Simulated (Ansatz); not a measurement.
```yaml
crystal:
  lattice:
    - [3.16739, 0.00000, 0.00000]
    - [-1.58369, 2.74304, 0.00000]
    - [0.00000, 0.00000, 5.28850]
  atoms:
    - { symbol: Co, position: [0.00000, 0.00000, 0.00714] }
    - { symbol: Co, position: [0.33333, 0.66667, 0.50714] }
    - { symbol: O, position: [0.00000, 0.00000, 0.36786] }
    - { symbol: O, position: [0.33333, 0.66667, 0.86786] }
```

Space group P6₃mc; a structure from a database of computed crystals, not necessarily the ambient phase; spin-polarised.

The calculation used Ansatz 0.2.0, DFT PBE, scalar-relativistic, plane waves, PAW.

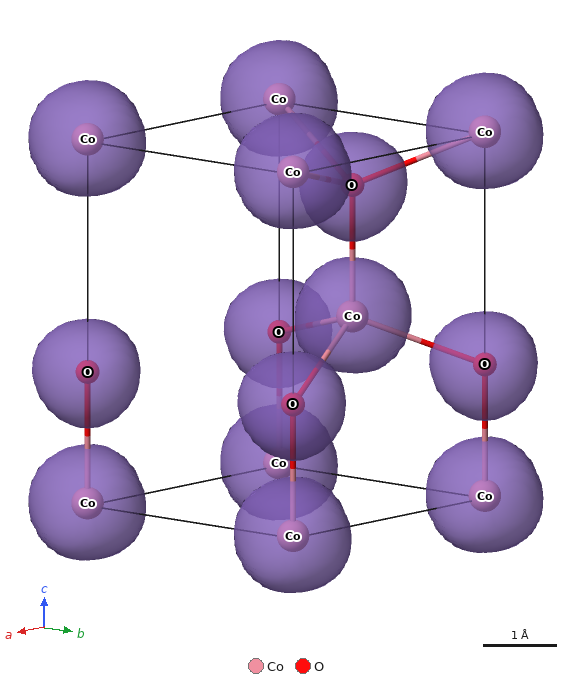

CoO. Isosurface of the valence charge density (pseudo) at 1 e/Å³ (purple), seen at an oblique angle. Sticks mark near contacts.

The density is the valence pseudo-density of a PAW calculation; it isn't the true density close to the nuclei.

Q: What does this surface tell about the bonding?

A: At this value the density breaks into separate islands; it holds about 80 % of the electrons treated as valence (semicore included). It bridges none of the near contacts. It is pinched off along the shortest Co–O (1.91 Å) and Co–O (1.97 Å) contacts. On the grid the lowest density along these lines, outside the cores, is 0.73 e/Å³ (Co–O, 1.91 Å) and 0.62 e/Å³ (Co–O, 1.97 Å).

Q: How are the moments arranged in this solution?

A: Antiferromagnetic in this solution, which needn't be the ground state, with some nearest magnetic neighbours parallel and some opposed; site moments Co: +2.1 μB and −2.1 μB in one cell of 4 atoms, with smaller moments on O (±0.16 μB).
